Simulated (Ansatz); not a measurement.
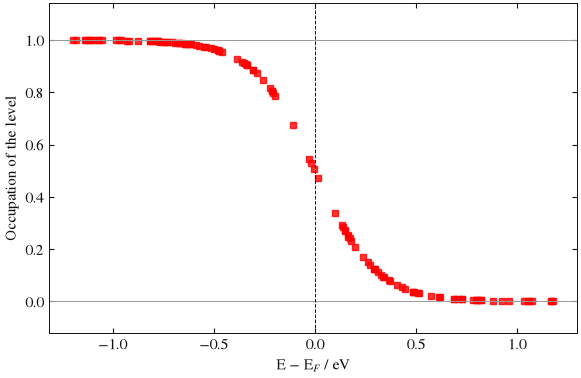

Occupations of the one-electron levels of the k mesh against their energy, from a run on W (defect cell), 11 atoms in the cell, with Ansatz.

### Which smearing scheme was used (Fermi-Dirac, Gaussian, Methfessel-Paxton or cold), and about what width?

Fermi-Dirac smearing with a width of 0.15 eV. The occupations stay between 0 and 1 and have long exponential tails; the slope at the Fermi level is 1/(4 × width).
